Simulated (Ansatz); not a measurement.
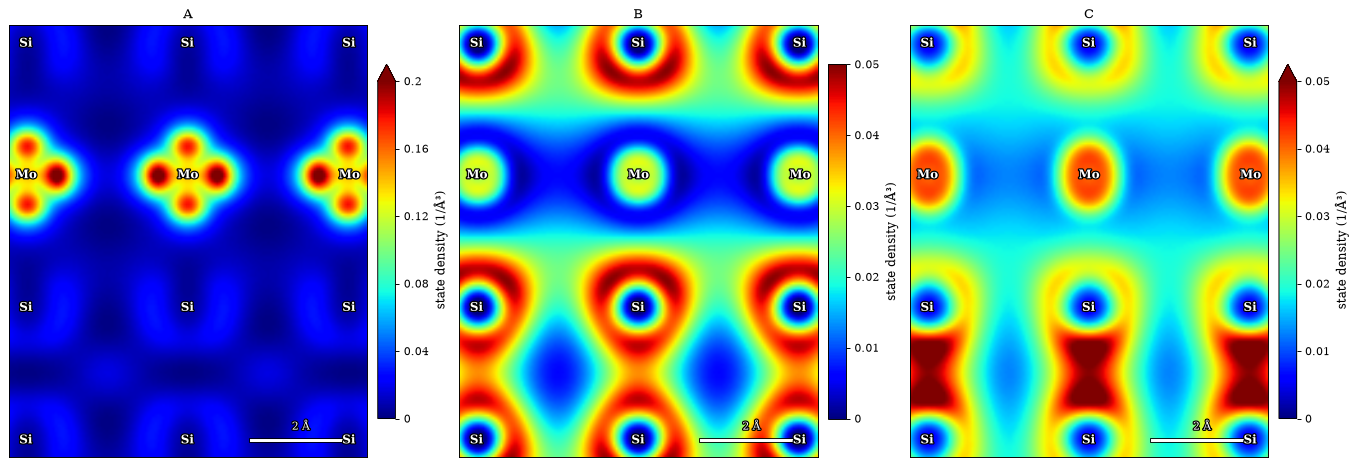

Si$_{2}$Mo: densities of the states in three energy windows, on the (010) plane of the conventional cell.

Space group I4/mmm; the calculation finds a residual pressure of about 2 GPa at this fixed cell.

Method: DFT PBE, scalar-relativistic, plane waves, PAW in Ansatz.

In a PAW calculation such maps are meaningful between the atoms, not at the nuclei.

```cif
data_structure
_symmetry_space_group_name_H-M 'P 1'
_symmetry_Int_Tables_number 1
_cell_length_a 3.2000
_cell_length_b 3.2000
_cell_length_c 7.8610
_cell_angle_alpha 90.000
_cell_angle_beta 90.000
_cell_angle_gamma 90.000
_cell_volume 80.50
loop_
_atom_site_label
_atom_site_type_symbol
_atom_site_fract_x
_atom_site_fract_y
_atom_site_fract_z
_atom_site_occupancy
Si1 Si 0.00000 0.00000 0.33300 1
Si2 Si 0.50000 0.50000 0.83300 1
Si3 Si 0.50000 0.50000 0.16700 1
Si4 Si 0.00000 0.00000 0.66700 1
Mo1 Mo 0.00000 0.00000 0.00000 1
Mo2 Mo 0.50000 0.50000 0.50000 1
```

> Match the panels to the energy ranges (zero at the Fermi level): −13.5 to −9.0 eV, −9.0 to −4.5 eV and 0.0 to +1.2 eV.

Panel A: 0.0 to +1.2 eV, the empty states just over the Fermi level, mainly Mo 4d (60 %), Si 3p (30 %) and Si 3s (15 %).
Panel B: −13.5 to −9.0 eV, the lower third of the occupied valence band, mainly Si 3s (50 %), Si 3p (30 %) and Mo 4d (10 %).
Panel C: −9.0 to −4.5 eV, the middle third of the occupied valence band, mainly Si 3p (50 %), Mo 4d (25 %) and Si 3s (20 %).
The characters are Löwdin shares on a minimal set of atomic orbitals. At the bottom of an sp band the diffuse p orbitals of such a set take a share of s-like charge between the atoms, so the p share there is overstated.
